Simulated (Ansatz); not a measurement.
Run report: TiAl, geometry relaxation (part 2 of 2)

The same run, continued: TiAl (slab, 6 atoms in the cell); DFT PBE, scalar-relativistic, plane waves, PAW, PAW set soft_1, no spin polarisation (Ansatz 0.2.0); cutoff 420 eV, 10×6×1 k-mesh, Gaussian smearing of 0.1 eV. The structure derives from an entry of the Crystallography Open Database. The input holds or restrains some coordinates. Forces given for the steps count only the free coordinates.

Geometry of the input (Å; fractional positions):
```
2.8219  0.0000  0.0000
0.0000  4.9580  0.0000
0.0000  0.0000  18.6405
Ti 0.0000  0.3239  0.3755
Al 0.5000  0.8239  0.3755
Ti 0.0000  0.6479  0.5000
Al 0.5000  0.1479  0.5000
Ti 0.0000  0.9718  0.6245
Al 0.5000  0.4718  0.6245
```

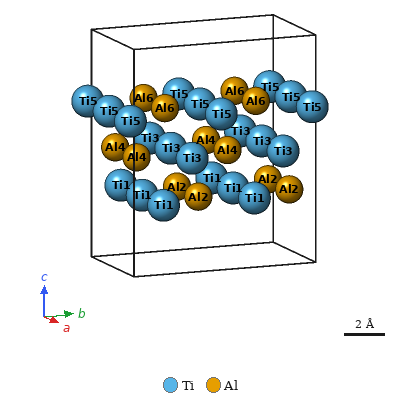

**Figure 1.** The geometry at step 2 of the log (spheres-only view of the 2 × 2 repeat of the cell, with the vacuum cut short, seen slightly off an axis; atoms are numbered from 1 in the order of the input).

**The program's output, continued**
```
SCF iter   1: F=—  HF=-9110.983706 eV  |F-HF|=—  |Δ(HF+E_count)|=         —  Δρ=2.99e-3  dr2=8.61e-2  ethr=9.47e-4  p=-0.011 e·Å  D=-7.32e-3 V/Å  ΔV_dip=0.14 eV  dr2_dipole=1.71e-3  V_vac-E_F(+/−)=4.31/4.17 eV  ⟨swp⟩=3.3  Hψ=1626  notcnv=0  defer=18
efield: sawtooth ramp at fractional position 0.9800 (handed on by an earlier solve), width 0.0400; the density the first Hamiltonian is built on has a dipole p = -0.011 e·Å; the dipole correction subtracts the counter field D = -7.32e-3 V/Å, which shifts the + side's vacuum level by +0.14 eV against the − side's; the planar-averaged density in the ramp window peaks in size at 1.9e-6 e/Å³
preconditioner: auto → LDOS  [metal: Δε(μ)=0.017 eV  Ē_g=3.492 eV  σ=0.100 eV  W_gap=0.10  n_scr=30 (ndim 8)  ℏωp=10.5 eV  f_vac=0.516  D(μ)=7.71/eV (n_scr^D=40)  β→1.0]
SCF iter   2: F=—  HF=-9110.977922 eV  |F-HF|=—  |Δ(HF+E_count)|=   5.78e-3  Δρ=1.65e-3  dr2=1.93e-2  ethr=1.91e-4  p=-0.010 e·Å  D=-7.09e-3 V/Å  ΔV_dip=0.13 eV  dr2_dipole=2.18e-3  V_vac-E_F(+/−)=4.33/4.19 eV  ⟨swp⟩=2.2  Hψ=1091  notcnv=0  defer=18
SCF iter   3: F=—  HF=-9110.977575 eV  |F-HF|=—  |Δ(HF+E_count)|=   3.47e-4  Δρ=5.15e-4  dr2=1.35e-3  ethr=4.28e-5  p=-0.009 e·Å  D=-6.28e-3 V/Å  ΔV_dip=0.12 eV  dr2_dipole=7.25e-5  V_vac-E_F(+/−)=4.30/4.18 eV  ⟨swp⟩=2.0  Hψ=918  notcnv=0  defer=18
SCF iter   4: F=—  HF=-9110.977401 eV  |F-HF|=—  |Δ(HF+E_count)|=   1.74e-4  Δρ=2.65e-4  dr2=3.72e-4  ethr=2.99e-6  p=-0.009 e·Å  D=-6.10e-3 V/Å  ΔV_dip=0.11 eV  dr2_dipole=1.48e-5  V_vac-E_F(+/−)=4.30/4.18 eV  ⟨swp⟩=3.1  Hψ=1347  notcnv=0  defer=18
SCF iter   5: F=—  HF=-9110.977405 eV  |F-HF|=—  |Δ(HF+E_count)|=   4.41e-6  Δρ=1.03e-4  dr2=3.31e-5  ethr=8.28e-7  p=-0.008 e·Å  D=-5.86e-3 V/Å  ΔV_dip=0.11 eV  dr2_dipole=2.90e-6  V_vac-E_F(+/−)=4.29/4.18 eV  ⟨swp⟩=1.2  Hψ=703  notcnv=0  defer=18
SCF iter   6: F=-9110.977430 eV  HF=-9110.977431 eV  |F-HF|=6.66e-7  |Δ(HF+E_count)|=   2.58e-5  Δρ=3.41e-5  dr2=2.89e-6  ethr=1.91e-8  p=-0.008 e·Å  D=-5.58e-3 V/Å  ΔV_dip=0.10 eV  dr2_dipole=1.64e-10  V_vac-E_F(+/−)=4.29/4.18 eV  ⟨swp⟩=11.8  Hψ=3367  notcnv=0
SCF 3 converged in 6 iterations: F = -9110.977430 eV  dr2 = 2.89e-6
  greatest PAW one-centre occupation: 0.999 electrons in one spin orbital (limit 2), on the Ti atom at site 4 (counted from 0), in its partial waves of l = 0
relax step   3: F+E_penalty+E_count = -9110.97743027 eV  Δ(F+E_penalty+E_count) = -1.309e-2 eV  max|allowed force component| = 3.807e-2 eV/Å  Δτ_max = 0.0681 Å  (6 SCF iters, dr2 threshold 8.59e-6 eV, accepted)
SCF iter   1: F=—  HF=-9110.977901 eV  |F-HF|=—  |Δ(HF+E_count)|=         —  Δρ=4.98e-4  dr2=2.86e-3  ethr=2.37e-5  p=-0.008 e·Å  D=-5.58e-3 V/Å  ΔV_dip=0.10 eV  dr2_dipole=3.81e-4  V_vac-E_F(+/−)=4.28/4.18 eV  ⟨swp⟩=2.0  Hψ=1225  notcnv=0
efield: sawtooth ramp at fractional position 0.9800 (handed on by an earlier solve), width 0.0400; the density the first Hamiltonian is built on has a dipole p = -0.008 e·Å; the dipole correction subtracts the counter field D = -5.58e-3 V/Å, which shifts the + side's vacuum level by +0.10 eV against the − side's; the planar-averaged density in the ramp window peaks in size at 1.8e-6 e/Å³
preconditioner: auto → LDOS  [metal: Δε(μ)=0.031 eV  Ē_g=3.484 eV  σ=0.100 eV  W_gap=0.17  n_scr=30 (ndim 8)  ℏωp=10.5 eV  f_vac=0.516  D(μ)=7.28/eV (n_scr^D=36)  β→1.0]
SCF iter   2: F=—  HF=-9110.977746 eV  |F-HF|=—  |Δ(HF+E_count)|=   1.55e-4  Δρ=2.34e-4  dr2=3.88e-4  ethr=6.36e-6  p=-0.008 e·Å  D=-5.51e-3 V/Å  ΔV_dip=0.10 eV  dr2_dipole=3.31e-5  V_vac-E_F(+/−)=4.29/4.18 eV  ⟨swp⟩=1.5  Hψ=957  notcnv=0
SCF iter   3: F=—  HF=-9110.977742 eV  |F-HF|=—  |Δ(HF+E_count)|=   4.04e-6  Δρ=6.83e-5  dr2=2.13e-5  ethr=8.62e-7  p=-0.008 e·Å  D=-5.38e-3 V/Å  ΔV_dip=0.10 eV  dr2_dipole=5.36e-9  V_vac-E_F(+/−)=4.28/4.18 eV  ⟨swp⟩=2.1  Hψ=941  notcnv=0
SCF iter   4: F=—  HF=-9110.977598 eV  |F-HF|=—  |Δ(HF+E_count)|=   1.44e-4  Δρ=3.45e-5  dr2=5.40e-6  ethr=4.74e-8  p=-0.008 e·Å  D=-5.37e-3 V/Å  ΔV_dip=0.10 eV  dr2_dipole=4.13e-7  V_vac-E_F(+/−)=4.28/4.18 eV  ⟨swp⟩=3.2  Hψ=1320  notcnv=0
SCF iter   5: F=—  HF=-9110.977600 eV  |F-HF|=—  |Δ(HF+E_count)|=   1.97e-6  Δρ=9.21e-6  dr2=1.34e-7  ethr=1.20e-8  p=-0.008 e·Å  D=-5.31e-3 V/Å  ΔV_dip=0.10 eV  dr2_dipole=2.15e-9  V_vac-E_F(+/−)=4.28/4.18 eV  ⟨swp⟩=2.3  Hψ=889  notcnv=0
SCF iter   6: F=-9110.977600 eV  HF=-9110.977600 eV  |F-HF|=2.35e-8  |Δ(HF+E_count)|=   3.34e-7  Δρ=3.41e-6  dr2=2.69e-8  ethr=2.22e-10  p=-0.008 e·Å  D=-5.30e-3 V/Å  ΔV_dip=0.10 eV  dr2_dipole=1.69e-10  V_vac-E_F(+/−)=4.28/4.18 eV  ⟨swp⟩=9.0  Hψ=3015  notcnv=0
SCF 4 converged in 6 iterations: F = -9110.977600 eV  dr2 = 2.69e-8
relax step   4: F+E_penalty+E_count = -9110.97760025 eV  Δ(F+E_penalty+E_count) = -1.700e-4 eV  max|allowed force component| = 1.908e-3 eV/Å  Δτ_max = 0.0068 Å  (6 SCF iters, accepted)
SCF converged after 6 iterations
Free energy (F): -9110.977600 eV
Harris-Foulkes:  -9110.977600 eV  (|F-HF|=2.35e-8)
Internal energy: -9110.941525 eV  (E = F + TS)
E sigma→0 (E₀):  -9110.959563 eV
Entropy (-TS):   -0.036075 eV (-6.013 meV/atom)
Fermi energy:    1.543302 eV
Dipole field:    D = -0.005314 V/Å  (p = -0.007659 e·Å, saw-weighted, corrected)
Work function:   Φ+ = 4.2821 eV   Φ− = 4.1831 eV
Levels:          The Fermi level and band energies are counted from a zero that moves with the ramp; work functions are not
--- Per-component energies (eV) ---
  E_band       = -916.653349
  E_kinetic    = 907.128215
  E_local      = -20344.924439  (includes V_loc(G=0)·N_el)
  E_nonlocal   = 214.682387
  E_hartree    = 9679.330530
  E_xc         = -458.411511
  E_vxc        = -519.578197  (∫ρ·V_xc dr)
  E_paw        = -4535.636911  (= ΣΔE_a)
  E_vpaw       = -532.607046  (= ΣTr[D̂ρ^β])
  E_aug_tail   = -0.000246  (compensation charges beyond the density's cutoff)
  E_efield     = 0.000020  (sawtooth field / dipole correction)
  E_vefield    = -0.007727  (∫n·V_field dr)
  E_ewald      = 5426.890431
  E_smearing   = -0.036075  (= −TS)
  E_closure    = -0.000000  (closes the sum)
  Σ components = -9110.977600   (vs F -9110.977600, Δ=0.00e0)
--- Forces (eV/Å), atoms counted from 1 ---
  atom   1  Ti     0.00000000    -0.00499513     0.30352221
  atom   2  Al     0.00000000     0.00417072    -0.30300046
  atom   3  Ti     0.00000000    -0.00052971     0.00175995
  atom   4  Al     0.00000000     0.00059000    -0.00030537
  atom   5  Ti     0.00000000     0.00190830    -0.00175502
  atom   6  Al     0.00000000    -0.00114144    -0.00017821
  max |Σ_I F_I| component: 4.31e-5 eV/Å
--- Band table (eV; the first three rows and the last of 24) ---
  k-point 0: bands = ["-55.3469", "-55.2738", "-54.9283", "-31.7919", "-31.7083", "-31.6334", "-31.5528", "-31.3384", "-31.2306", "-31.1816", "-31.0911", "-30.9073", "-6.8991", "-5.3721", "-3.7613", "-0.7883", "-0.6772", "-0.3334", "-0.1597", "0.7154", "0.8892", "1.1885", "1.3393", "1.4961", "1.7165", "2.7731", "2.9993", "3.3997", "3.4681"]
  k-point 1: bands = ["-55.3469", "-55.2738", "-54.9283", "-31.7921", "-31.7084", "-31.6340", "-31.5532", "-31.3383", "-31.2306", "-31.1816", "-31.0911", "-30.9073", "-6.7370", "-5.2502", "-3.7348", "-1.7442", "-1.0621", "-0.0114", "0.1532", "0.6930", "0.8010", "1.0433", "1.2493", "1.6347", "1.8724", "2.6677", "3.0425", "3.3898", "3.5710"]
  k-point 2: bands = ["-55.3468", "-55.2738", "-54.9283", "-31.7926", "-31.7086", "-31.6353", "-31.5541", "-31.3381", "-31.2306", "-31.1816", "-31.0910", "-30.9073", "-6.2946", "-5.0493", "-3.8088", "-2.4594", "-1.7243", "-0.5323", "0.1805", "0.6648", "0.9090", "1.0374", "1.2938", "1.8514", "2.1688", "2.5665", "3.1431", "3.3695", "3.4820"]
  k-point 23: bands = ["-55.2905", "-55.2172", "-54.8708", "-31.7384", "-31.6874", "-31.6539", "-31.6397", "-31.5782", "-31.4985", "-31.3715", "-31.2807", "-31.0427", "-2.9547", "-1.8759", "-1.4663", "-1.3876", "-0.7765", "0.0540", "0.4730", "0.9577", "1.0204", "1.5042", "1.6802", "1.8595", "2.0971", "2.1683", "2.3249", "2.5156", "3.0584"]
--- Relaxed structure (4 steps of the walk, 4 accepted, 0 SCFs on fresh bases) ---
  F+E_penalty+E_count = -9110.97760025 eV   max|allowed force component| = 1.908e-3 eV/Å
  atoms:
    - { symbol: Ti, position: [0.0, 0.32392942, 0.3755272031] }
    - { symbol: Al, position: [0.5, 0.82392942, 0.3755272031] }
    - { symbol: Ti, position: [0.0, 0.637647226746281, 0.49921269249036826] }
    - { symbol: Al, position: [0.5, 0.14016787152813773, 0.49809919845175804] }
    - { symbol: Ti, position: [0.0, 0.9594831185406818, 0.6185739847168459] }
    - { symbol: Al, position: [0.5, 0.4565330408503228, 0.6269775478278423] }
```

**Trajectory as extended XYZ (Å, eV, eV/Å), 4 frames, from step=1 to step=4**
```
6
Lattice="2.8219 0.0000 0.0000 0.0000 4.9580 0.0000 0.0000 0.0000 18.6405" Properties=species:S:1:pos:R:3:forces:R:3 step=1 energy=-9110.94576
Ti    0.0000    1.6061    7.0000    0.0000   0.0081   0.4137
Al    1.4109    4.0851    7.0000    0.0000   0.0714  -0.2406
Ti    0.0000    3.2121    9.3202    0.0000  -0.0001  -0.0001
Al    1.4109    0.7331    9.3202    0.0000   0.0000  -0.0001
Ti    0.0000    4.8182   11.6405    0.0000  -0.0082  -0.4136
Al    1.4109    2.3391   11.6405    0.0000  -0.0713   0.2406
6
Lattice="2.8219 0.0000 0.0000 0.0000 4.9580 0.0000 0.0000 0.0000 18.6405" Properties=species:S:1:pos:R:3:forces:R:3 step=2 energy=-9110.96434
Ti    0.0000    1.6061    7.0000    0.0000   0.0245   0.2519
Al    1.4109    4.0851    7.0000    0.0000   0.0262  -0.3415
Ti    0.0000    3.1678    9.3001    0.0000  -0.0147  -0.1133
Al    1.4109    0.7163    9.2737    0.0000  -0.0664  -0.1203
Ti    0.0000    4.7586   11.4558    0.0000   0.0464   0.3707
Al    1.4109    2.2655   11.6873    0.0000  -0.0157  -0.0481
6
Lattice="2.8219 0.0000 0.0000 0.0000 4.9580 0.0000 0.0000 0.0000 18.6405" Properties=species:S:1:pos:R:3:forces:R:3 step=3 energy=-9110.97743
Ti    0.0000    1.6061    7.0000    0.0000   0.0000   0.3067
Al    1.4109    4.0851    7.0000    0.0000   0.0075  -0.3023
Ti    0.0000    3.1641    9.3068    0.0000  -0.0150  -0.0246
Al    1.4109    0.6976    9.2854    0.0000  -0.0020  -0.0193
Ti    0.0000    4.7557   11.5239    0.0000   0.0101   0.0381
Al    1.4109    2.2623   11.6860    0.0000  -0.0005   0.0019
6
Lattice="2.8219 0.0000 0.0000 0.0000 4.9580 0.0000 0.0000 0.0000 18.6405" Properties=species:S:1:pos:R:3:forces:R:3 step=4 energy=-9110.97760
Ti    0.0000    1.6061    7.0000    0.0000  -0.0050   0.3035
Al    1.4109    4.0851    7.0000    0.0000   0.0042  -0.3030
Ti    0.0000    3.1615    9.3056    0.0000  -0.0005   0.0018
Al    1.4109    0.6950    9.2848    0.0000   0.0006  -0.0003
Ti    0.0000    4.7572   11.5305    0.0000   0.0019  -0.0018
Al    1.4109    2.2635   11.6872    0.0000  -0.0011  -0.0002
```

**Results in brief**

| quantity | value |
| --- | --- |
| outcome | converged under the restraints of the input |
| electrons treated | 45 |
| free energy | −9110.9776 eV |
| work function, top face | 4.28 eV |
| work function, bottom face | 4.18 eV |
| Fermi energy | 1.543 eV |
| gap on the k-point mesh | none (metallic) |
| final volume | 260.80 Å³ |
| work function (upper face) | 4.28 eV |
| largest force (length of the vector) at the end, held atoms and coordinates included | 0.304 eV/Å |
| hardware | 4 threads of AMD EPYC (Zen 5), 32 GiB of memory available, shared host |
| wall time | 5.4 s (CPU time 20 s) |
| peak memory | 0.66 GiB |
